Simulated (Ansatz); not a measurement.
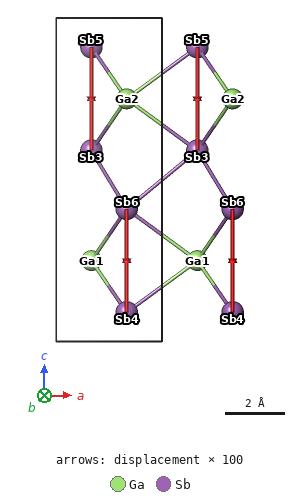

This is a relaxation of crystalline GaSb2 (built on the 2H molybdenite_194 type). The starting structure is drawn; red arrows show the displacements (the part carried along by the change of the cell is left out), magnified 100 times.

A ball-and-stick model of the cell of the calculation, repeated 2 × 1 × 1 with one cell outlined, seen along the b axis.

Case: the structure that the rattled 2H molybdenite type (P6_3/mmc, No. 194) fell into.

The calculation used DFT PBE, scalar-relativistic, plane waves, PAW (Ansatz). (plane-wave cutoff 420 eV; k-point mesh 12 × 12 × 4; occupations gaussian; smearing width 0.1 eV; no spin polarisation; cell and atoms relaxed; force threshold 0.01 eV/Å; at most 80 steps)

**What did the optimiser do to the structure, and how much energy did it gain?**

The largest moves relative to the cell, 0.020 Å, are those of Sb3, Sb4, Sb5 and Sb6. Sb6 goes along −c. Ga stays in place. The volume changes by −2.1 %, with a = b 4.159 → 4.070 Å (−2.1 %), c 10.997 → 11.235 Å (+2.2 %). Among the contacts that change: Ga1–Sb4 2.976 → 2.946 Å, Sb3–Sb6 3.114 → 3.128 Å. Among the angles between lasting bonds that change: Ga2–Sb3–Sb6 75.8° → 78.4°, Sb6–Sb3–Sb6 83.8° → 81.2°. The space group stays P6_3/mmc (No. 194). Over 4 accepted moves (5 points after the start) the energy falls by 5.0 meV per atom. Largest force component: 0.024 eV/Å at the start, 0.0043 eV/Å at the end. The pressure goes from 0.01 to 0.00 GPa. At 1 point the geometry stayed and the basis and grid were re-selected for the new cell (energy shift of 0.1 meV per atom at most each time).
